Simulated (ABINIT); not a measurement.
## Sb: geometry relaxation (part 3 of 4)

Continued. System: Sb (P6₃/mmc, 2 atoms in the cell). Method: Kohn-Sham DFT of a periodic cell, revPBE, JTH PAW PBE v2.0, no spin polarisation (ABINIT 10.8.3); cutoff 517.02 eV, 9×9×5 k-mesh, fermi-dirac of 0.05 eV. The structure derives from a Materials Project entry.

Geometry of the input (Å; fractional positions):
```
3.3545  0.0000  0.0000
-1.6773  2.9051  0.0000
0.0000  0.0000  5.4702
Sb 0.6667  0.3333  0.7500
Sb 0.3333  0.6667  0.2500
```

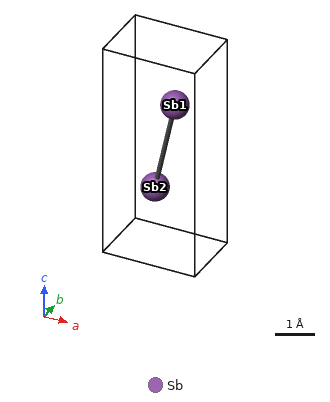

The starting structure (ball-and-stick view of the cell of the calculation, seen slightly off an axis; atoms are numbered from 1 in the order of the input). An atom can appear more than once, as a periodic image.

## Output, continued
```
 Cartesian coordinates (xcart) [bohr]
  3.21699250990808E+00  1.85733149160981E+00  7.84291327345456E+00
  2.02839686922600E-16  3.71466298321963E+00  2.61430442448485E+00
 Reduced coordinates (xred)
  6.66666666666666E-01  3.33333333333333E-01  7.50000000000000E-01
  3.33333333333333E-01  6.66666666666666E-01  2.50000000000000E-01
 Cartesian forces (fcart) [Ha/bohr]; max,rms= 1.04626E-28 6.39275E-29 (free atoms)
 -1.04625873966960E-28  3.62434658987634E-29 -0.00000000000000E+00
  1.04625873966960E-28 -3.62434658987634E-29 -0.00000000000000E+00
 Gradient of E wrt nuclear positions in reduced coordinates (gred)
  6.73161305788597E-28 -5.38529044630877E-28 -0.00000000000000E+00
 -6.73161305788597E-28  5.38529044630877E-28 -0.00000000000000E+00
 Scale of Primitive Cell (acell) [bohr]
  6.43398501981616E+00  6.43398501990287E+00  1.04572176979394E+01
 Real space primitive translations (rprimd) [bohr]
  6.43398501981616E+00  0.00000000000000E+00  0.00000000000000E+00
 -3.21699250990808E+00  5.57199447482945E+00  0.00000000000000E+00
  0.00000000000000E+00  0.00000000000000E+00  1.04572176979394E+01
 Unitary Cell Volume (ucvol) [Bohr^3]=  3.74892603259287E+02
 Angles (23,13,12)= [degrees]
  9.00000000000000E+01  9.00000000000000E+01  1.19999999999554E+02
 Lengths [Bohr]
  6.43398501981616E+00  6.43398501990287E+00  1.04572176979394E+01
 Stress tensor in cartesian coordinates (strten) [Ha/bohr^3]
 -1.27660781912460E-06  0.00000000000000E+00  0.00000000000000E+00
  0.00000000000000E+00 -1.27660821158844E-06  0.00000000000000E+00
  0.00000000000000E+00  0.00000000000000E+00  1.04165360411846E-05
 Total energy (etotal) [Ha]= -1.65119042286465E+02

 Difference of energy with previous step (new-old):
           Absolute (Ha)=-2.62787E-06
           Relative     =-1.59150E-08

--- Iteration: ( 6/60) Internal Cycle: (1/1)
--------------------------------------------------------------------------------

---SELF-CONSISTENT-FIELD CONVERGENCE--------------------------------------------

--- !BeginCycle
iteration_state: {dtset: 1, itime: 6, icycle: 1, }
solver: {iscf: 17, nstep: 100, nline: 4, wfoptalg: 10, }
tolerances: {tolvrs: 1.00E-09, }
...

     iter   Etot(hartree)      deltaE(h)  residm     nres2
 ETOT  1  -165.11917207326    -1.651E+02 2.509E+01 5.906E-02
 ETOT  2  -165.11907638868     9.568E-05 3.822E-04 7.164E-03
 ETOT  3  -165.11905060366     2.579E-05 4.875E-05 3.422E-04
 ETOT  4  -165.11905086335    -2.597E-07 2.379E-06 2.306E-05
 ETOT  5  -165.11905115798    -2.946E-07 2.452E-07 7.423E-06
 ETOT  6  -165.11905119407    -3.609E-08 2.994E-07 7.197E-07
 ETOT  7  -165.11905119620    -2.128E-09 4.337E-08 5.705E-08
 ETOT  8  -165.11905119621    -9.010E-12 7.090E-08 2.263E-09
 ETOT  9  -165.11905119624    -3.067E-11 1.043E-08 4.353E-09
 ETOT 10  -165.11905119623     3.354E-12 1.799E-08 3.170E-10

 At SCF step   10       nres2   =  3.17E-10 < tolvrs=  1.00E-09 =>converged.

 Cartesian components of stress tensor (hartree/bohr^3)
  sigma(1 1)=  3.37415456E-06  sigma(3 2)=  0.00000000E+00
  sigma(2 2)=  3.37415417E-06  sigma(3 1)=  0.00000000E+00
  sigma(3 3)=  1.51461783E-05  sigma(2 1)=  0.00000000E+00

--- !ResultsGS
iteration_state: {dtset: 1, itime: 6, icycle: 1, }
comment   : Summary of ground state results
lattice_vectors:
- [  6.4488975,   0.0000000,   0.0000000, ]
- [ -3.2244488,   5.5849091,   0.0000000, ]
- [  0.0000000,   0.0000000,  10.4338584, ]
lattice_lengths: [   6.44890,    6.44890,   10.43386, ]
lattice_angles: [ 90.000,  90.000, 120.000, ] # degrees, (23, 13, 12)
lattice_volume:   3.7579113E+02
convergence: {deltae:  3.354E-12, res2:  3.170E-10, residm:  1.799E-08, diffor: null, }
etotal    :  -1.65119051E+02
entropy   :   0.00000000E+00
fermie    :   2.82843043E-01
cartesian_stress_tensor: # hartree/bohr^3
- [  3.37415456E-06,   0.00000000E+00,   0.00000000E+00, ]
- [  0.00000000E+00,   3.37415417E-06,   0.00000000E+00, ]
- [  0.00000000E+00,   0.00000000E+00,   1.51461783E-05, ]
pressure_GPa:  -2.1472E-01
xred      :
- [  6.6667E-01,   3.3333E-01,   7.5000E-01, Sb]
- [  3.3333E-01,   6.6667E-01,   2.5000E-01, Sb]
cartesian_forces: # hartree/bohr
- [ -6.26303616E-29,   1.20532187E-29,  -0.00000000E+00, ]
- [  6.26303616E-29,  -1.20532187E-29,  -0.00000000E+00, ]
force_length_stats: {min:   6.37796384E-29, max:   6.37796384E-29, mean:   6.37796384E-29, }
...

 Integrated electronic density in atomic spheres:
 ------------------------------------------------
 Atom  Sphere_radius  Integrated_density
    1        2.40089         12.33219767
    2        2.40089         12.33219767

---OUTPUT-----------------------------------------------------------------------

 Cartesian coordinates (xcart) [bohr]
  3.22444875942994E+00  1.86163635927848E+00  7.82539376906126E+00
  5.28783936633919E-17  3.72327271855696E+00  2.60846458968709E+00
 Reduced coordinates (xred)
  6.66666666666666E-01  3.33333333333333E-01  7.50000000000000E-01
  3.33333333333333E-01  6.66666666666666E-01  2.50000000000000E-01
 Cartesian forces (fcart) [Ha/bohr]; max,rms= 6.26304E-29 3.68232E-29 (free atoms)
 -6.26303615915677E-29  1.20532187078952E-29 -0.00000000000000E+00
  6.26303615915677E-29 -1.20532187078952E-29 -0.00000000000000E+00
 Gradient of E wrt nuclear positions in reduced coordinates (gred)
  4.03896783473158E-28 -2.69264522315439E-28 -0.00000000000000E+00
 -4.03896783473158E-28  2.69264522315439E-28 -0.00000000000000E+00
 Scale of Primitive Cell (acell) [bohr]
  6.44889751885988E+00  6.44889751894679E+00  1.04338583587484E+01
 Real space primitive translations (rprimd) [bohr]
  6.44889751885988E+00  0.00000000000000E+00  0.00000000000000E+00
 -3.22444875942994E+00  5.58490907783545E+00  0.00000000000000E+00
  0.00000000000000E+00  0.00000000000000E+00  1.04338583587484E+01
 Unitary Cell Volume (ucvol) [Bohr^3]=  3.75791125260157E+02
 Angles (23,13,12)= [degrees]
  9.00000000000000E+01  9.00000000000000E+01  1.19999999999554E+02
 Lengths [Bohr]
  6.44889751885988E+00  6.44889751894679E+00  1.04338583587484E+01
 Stress tensor in cartesian coordinates (strten) [Ha/bohr^3]
  3.37415455710713E-06  0.00000000000000E+00  0.00000000000000E+00
  0.00000000000000E+00  3.37415416634505E-06  0.00000000000000E+00
  0.00000000000000E+00  0.00000000000000E+00  1.51461782546807E-05
 Total energy (etotal) [Ha]= -1.65119051196233E+02

 Difference of energy with previous step (new-old):
           Absolute (Ha)=-8.90977E-06
           Relative     =-5.39597E-08

--- Iteration: ( 7/60) Internal Cycle: (1/1)
--------------------------------------------------------------------------------

---SELF-CONSISTENT-FIELD CONVERGENCE--------------------------------------------

--- !BeginCycle
iteration_state: {dtset: 1, itime: 7, icycle: 1, }
solver: {iscf: 17, nstep: 100, nline: 4, wfoptalg: 10, }
tolerances: {tolvrs: 1.00E-09, }
...

     iter   Etot(hartree)      deltaE(h)  residm     nres2
 ETOT  1  -165.11950582261    -1.651E+02 3.240E+00 4.004E-01
 ETOT  2  -165.11922811767     2.777E-04 2.331E-04 5.507E-02
 ETOT  3  -165.11905587610     1.722E-04 1.058E-04 9.002E-04
 ETOT  4  -165.11906718621    -1.131E-05 1.769E-06 1.507E-04
 ETOT  5  -165.11906792147    -7.353E-07 1.924E-07 5.872E-05
 ETOT  6  -165.11906810683    -1.854E-07 1.367E-07 5.144E-06
 ETOT  7  -165.11906810243     4.406E-09 2.675E-08 2.390E-06
 ETOT  8  -165.11906810366    -1.227E-09 1.216E-08 1.993E-07
 ETOT  9  -165.11906810290     7.517E-10 4.230E-10 2.080E-07
 ETOT 10  -165.11906810316    -2.563E-10 4.880E-10 7.200E-08
 ETOT 11  -165.11906810317    -1.518E-11 1.889E-11 5.263E-10

 At SCF step   11       nres2   =  5.26E-10 < tolvrs=  1.00E-09 =>converged.

 Cartesian components of stress tensor (hartree/bohr^3)
  sigma(1 1)=  1.25293342E-05  sigma(3 2)=  0.00000000E+00
  sigma(2 2)=  1.25293338E-05  sigma(3 1)=  0.00000000E+00
  sigma(3 3)=  1.95963475E-05  sigma(2 1)=  0.00000000E+00

--- !ResultsGS
iteration_state: {dtset: 1, itime: 7, icycle: 1, }
comment   : Summary of ground state results
lattice_vectors:
- [  6.4865373,   0.0000000,   0.0000000, ]
- [ -3.2432686,   5.6175061,   0.0000000, ]
- [  0.0000000,   0.0000000,  10.3537594, ]
lattice_lengths: [   6.48654,    6.48654,   10.35376, ]
lattice_angles: [ 90.000,  90.000, 120.000, ] # degrees, (23, 13, 12)
lattice_volume:   3.7727197E+02
convergence: {deltae: -1.518E-11, res2:  5.263E-10, residm:  1.889E-11, diffor: null, }
etotal    :  -1.65119068E+02
entropy   :   0.00000000E+00
fermie    :   2.82133425E-01
cartesian_stress_tensor: # hartree/bohr^3
- [  1.25293342E-05,   0.00000000E+00,   0.00000000E+00, ]
- [  0.00000000E+00,   1.25293338E-05,   0.00000000E+00, ]
- [  0.00000000E+00,   0.00000000E+00,   1.95963475E-05, ]
pressure_GPa:  -4.3793E-01
xred      :
- [  6.6667E-01,   3.3333E-01,   7.5000E-01, Sb]
- [  3.3333E-01,   6.6667E-01,   2.5000E-01, Sb]
cartesian_forces: # hartree/bohr
- [ -4.15112889E-29,  -7.18996614E-29,  -0.00000000E+00, ]
- [  4.15112889E-29,   7.18996614E-29,  -0.00000000E+00, ]
force_length_stats: {min:   8.30225777E-29, max:   8.30225777E-29, mean:   8.30225777E-29, }
...

 Integrated electronic density in atomic spheres:
 ------------------------------------------------
 Atom  Sphere_radius  Integrated_density
    1        2.40089         12.32823450
    2        2.40089         12.32823450

---OUTPUT-----------------------------------------------------------------------

 Cartesian coordinates (xcart) [bohr]
  3.24326863394568E+00  1.87250201889646E+00  7.76531958602392E+00
 -1.00026669821814E-16  3.74500403779291E+00  2.58843986200797E+00
 Reduced coordinates (xred)
  6.66666666666666E-01  3.33333333333333E-01  7.50000000000000E-01
  3.33333333333333E-01  6.66666666666666E-01  2.50000000000000E-01
 Cartesian forces (fcart) [Ha/bohr]; max,rms= 7.18997E-29 4.79331E-29 (free atoms)
 -4.15112888733885E-29 -7.18996614150855E-29 -0.00000000000000E+00
  4.15112888733885E-29  7.18996614150855E-29 -0.00000000000000E+00
 Gradient of E wrt nuclear positions in reduced coordinates (gred)
  2.69264522315439E-28  2.69264522315439E-28  0.00000000000000E+00
 -2.69264522315439E-28 -2.69264522315439E-28 -0.00000000000000E+00
 Scale of Primitive Cell (acell) [bohr]
  6.48653726789137E+00  6.48653726797879E+00  1.03537594480319E+01
 Real space primitive translations (rprimd) [bohr]
  6.48653726789137E+00  0.00000000000000E+00  0.00000000000000E+00
 -3.24326863394568E+00  5.61750605668937E+00  0.00000000000000E+00
  0.00000000000000E+00  0.00000000000000E+00  1.03537594480319E+01
 Unitary Cell Volume (ucvol) [Bohr^3]=  3.77271968107354E+02
 Angles (23,13,12)= [degrees]
  9.00000000000000E+01  9.00000000000000E+01  1.19999999999554E+02
 Lengths [Bohr]
  6.48653726789137E+00  6.48653726797879E+00  1.03537594480319E+01
 Stress tensor in cartesian coordinates (strten) [Ha/bohr^3]
  1.25293342030167E-05  0.00000000000000E+00  0.00000000000000E+00
  0.00000000000000E+00  1.25293338149850E-05  0.00000000000000E+00
  0.00000000000000E+00  0.00000000000000E+00  1.95963474519945E-05
 Total energy (etotal) [Ha]= -1.65119068103175E+02

 Difference of energy with previous step (new-old):
           Absolute (Ha)=-1.69069E-05
           Relative     =-1.02392E-07

--- Iteration: ( 8/60) Internal Cycle: (1/1)
--------------------------------------------------------------------------------

---SELF-CONSISTENT-FIELD CONVERGENCE--------------------------------------------

--- !BeginCycle
iteration_state: {dtset: 1, itime: 8, icycle: 1, }
solver: {iscf: 17, nstep: 100, nline: 4, wfoptalg: 10, }
tolerances: {tolvrs: 1.00E-09, }
...

     iter   Etot(hartree)      deltaE(h)  residm     nres2
 ETOT  1  -165.11912697877    -1.651E+02 2.684E+00 3.777E-02
 ETOT  2  -165.11909775189     2.923E-05 5.567E-04 5.130E-03
 ETOT  3  -165.11908075576     1.700E-05 2.448E-05 1.319E-04
 ETOT  4  -165.11908154406    -7.883E-07 1.374E-06 1.811E-05
 ETOT  5  -165.11908165483    -1.108E-07 3.039E-06 4.852E-06
 ETOT  6  -165.11908167575    -2.092E-08 3.202E-08 1.283E-06
 ETOT  7  -165.11908167686    -1.108E-09 2.469E-08 1.520E-07
 ETOT  8  -165.11908167803    -1.171E-09 2.485E-09 7.415E-09
 ETOT  9  -165.11908167802     1.205E-11 2.816E-10 1.592E-08
 ETOT 10  -165.11908167804    -2.393E-11 3.889E-10 1.507E-09
 ETOT 11  -165.11908167804    -2.672E-12 4.672E-11 7.757E-11

 At SCF step   11       nres2   =  7.76E-11 < tolvrs=  1.00E-09 =>converged.

 Cartesian components of stress tensor (hartree/bohr^3)
  sigma(1 1)=  9.99538292E-06  sigma(3 2)=  0.00000000E+00
  sigma(2 2)=  9.99538253E-06  sigma(3 1)=  0.00000000E+00
  sigma(3 3)=  1.64656749E-05  sigma(2 1)=  0.00000000E+00

--- !ResultsGS
iteration_state: {dtset: 1, itime: 8, icycle: 1, }
comment   : Summary of ground state results
lattice_vectors:
- [  6.4925168,   0.0000000,   0.0000000, ]
- [ -3.2462584,   5.6226845,   0.0000000, ]
- [  0.0000000,   0.0000000,  10.3211160, ]
lattice_lengths: [   6.49252,    6.49252,   10.32112, ]
lattice_angles: [ 90.000,  90.000, 120.000, ] # degrees, (23, 13, 12)
lattice_volume:   3.7677620E+02
convergence: {deltae: -2.672E-12, res2:  7.757E-11, residm:  4.672E-11, diffor: null, }
etotal    :  -1.65119082E+02
entropy   :   0.00000000E+00
fermie    :   2.82959921E-01
cartesian_stress_tensor: # hartree/bohr^3
- [  9.99538292E-06,   0.00000000E+00,   0.00000000E+00, ]
- [  0.00000000E+00,   9.99538253E-06,   0.00000000E+00, ]
- [  0.00000000E+00,   0.00000000E+00,   1.64656749E-05, ]
pressure_GPa:  -3.5753E-01
xred      :
- [  6.6667E-01,   3.3333E-01,   7.5000E-01, Sb]
- [  3.3333E-01,   6.6667E-01,   2.5000E-01, Sb]
cartesian_forces: # hartree/bohr
- [ -2.07365287E-29,   3.59167213E-29,  -0.00000000E+00, ]
- [  2.07365287E-29,  -3.59167213E-29,  -0.00000000E+00, ]
force_length_stats: {min:   4.14730574E-29, max:   4.14730574E-29, mean:   4.14730574E-29, }
...

 Integrated electronic density in atomic spheres:
 ------------------------------------------------
 Atom  Sphere_radius  Integrated_density
    1        2.40089         12.32932435
    2        2.40089         12.32932435

---OUTPUT-----------------------------------------------------------------------

 Cartesian coordinates (xcart) [bohr]
  3.24625840567244E+00  1.87422816440775E+00  7.74083702179106E+00
  4.72285603326753E-17  3.74845632881550E+00  2.58027900726369E+00
 Reduced coordinates (xred)
  6.66666666666666E-01  3.33333333333333E-01  7.50000000000000E-01
  3.33333333333333E-01  6.66666666666666E-01  2.50000000000000E-01
 Cartesian forces (fcart) [Ha/bohr]; max,rms= 3.59167E-29 2.39445E-29 (free atoms)
 -2.07365286944603E-29  3.59167212707698E-29 -0.00000000000000E+00
  2.07365286944603E-29 -3.59167212707698E-29 -0.00000000000000E+00
 Gradient of E wrt nuclear positions in reduced coordinates (gred)
  1.34632261157719E-28 -2.69264522315439E-28 -0.00000000000000E+00
 -1.34632261157719E-28  2.69264522315439E-28 -0.00000000000000E+00
 Scale of Primitive Cell (acell) [bohr]
  6.49251681134489E+00  6.49251681143239E+00  1.03211160290548E+01
 Real space primitive translations (rprimd) [bohr]
  6.49251681134489E+00  0.00000000000000E+00  0.00000000000000E+00
 -3.24625840567244E+00  5.62268449322325E+00  0.00000000000000E+00
  0.00000000000000E+00  0.00000000000000E+00  1.03211160290548E+01
 Unitary Cell Volume (ucvol) [Bohr^3]=  3.76776196580075E+02
 Angles (23,13,12)= [degrees]
  9.00000000000000E+01  9.00000000000000E+01  1.19999999999554E+02
 Lengths [Bohr]
  6.49251681134489E+00  6.49251681143239E+00  1.03211160290548E+01
 Stress tensor in cartesian coordinates (strten) [Ha/bohr^3]
  9.99538292362732E-06  0.00000000000000E+00  0.00000000000000E+00
  0.00000000000000E+00  9.99538253465895E-06  0.00000000000000E+00
  0.00000000000000E+00  0.00000000000000E+00  1.64656749293886E-05
 Total energy (etotal) [Ha]= -1.65119081678045E+02

 Difference of energy with previous step (new-old):
           Absolute (Ha)=-1.35749E-05
           Relative     =-8.22126E-08

--- Iteration: ( 9/60) Internal Cycle: (1/1)
--------------------------------------------------------------------------------

---SELF-CONSISTENT-FIELD CONVERGENCE--------------------------------------------
```
